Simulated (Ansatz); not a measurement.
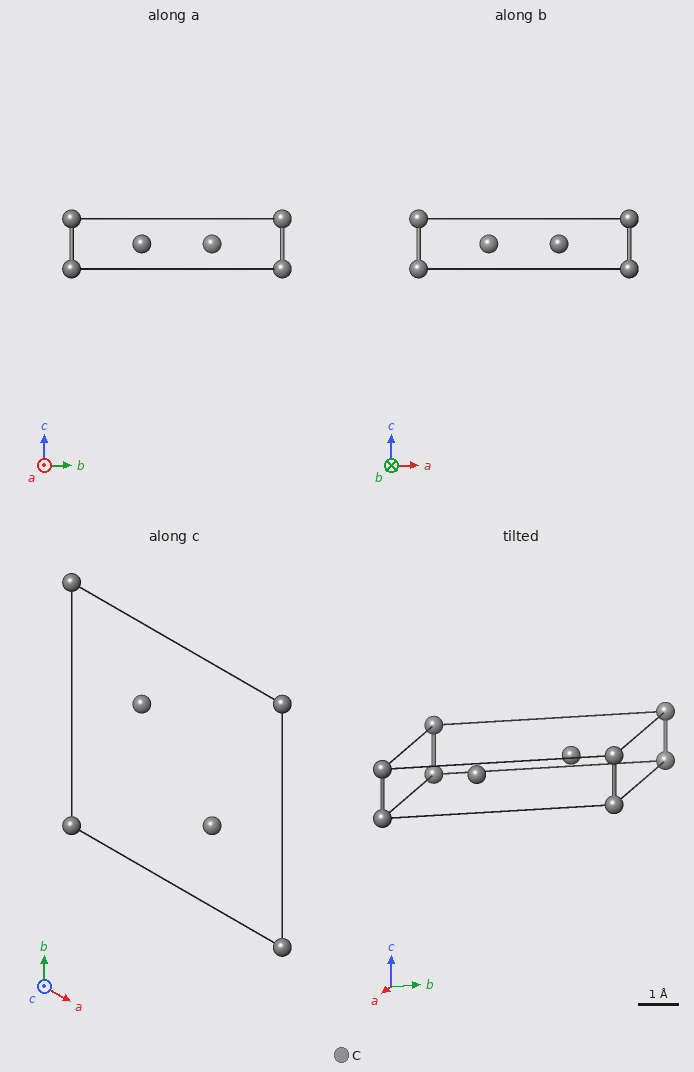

The crystal in a ball-and-stick representation, seen along the a axis, along the b axis, along the c axis and slightly off an axis. The edges of the conventional unit cell are marked.

Lattice parameters: a = 6.191 Å, b = 6.191 Å, c = 1.275 Å, α = 90.00°, β = 90.00°, γ = 120.00°. Put a along x and b in the xy plane.

### Put the structure into a POSCAR file.

```
C
1.0
     6.191    0.000    0.000
    -3.095    5.361    0.000
     0.000    0.000    1.275
C
3
Direct
  0.0000 0.0000 0.0000
  0.3333 0.6667 0.5000
  0.6667 0.3333 0.5000
```

The initial geometry was a textbook structure type filled with this element (whether it is the usual form wasn't checked). It is drawn as it came out of a relaxation with Ansatz, DFT r2SCAN, scalar-relativistic, plane waves, PAW.
